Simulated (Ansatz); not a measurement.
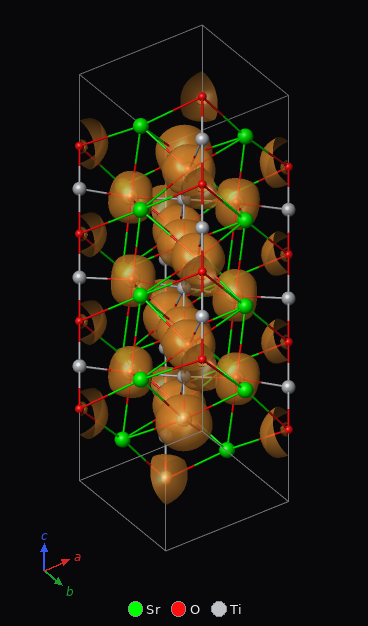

Figure 1: Sr4Ti3O10 (slab). Isosurface of the ELF at 0.6 (orange), seen at an oblique angle. Only the valence region is drawn (cores and ρ < 0.01 e/Å³ removed). Sticks mark near contacts.

Computed without spin polarisation.

The calculation used Ansatz 0.2.0, DFT PBEsol, scalar-relativistic, plane waves, PAW.

Core electrons are frozen (PAW), and the valence fields are smoothed inside the atomic spheres.

### Identify the bonds, lone pairs and shells in this picture.

At this value the surface marks out 20 regions wrapped around O (the valence shell of each), counted in one cell of 34 atoms. Counts are for one cell; the picture repeats the cell along the surface.

Values along the shortest contacts:
Ti–O (1.91 Å): the ELF peaks at about 0.85 in the valence shell of O, 0.6 Å from its nucleus, and is about 0.25 at the midpoint (no shared electron pair shows on this line). Sr–O (2.50 Å): the ELF is about 0.10 at the midpoint; an ionic contact with no shared pair.

### Does the calculation give a band gap?

It is gapped, with a Kohn–Sham gap of 1.9 eV on the k-point mesh, an upper bound to the gap of this method.
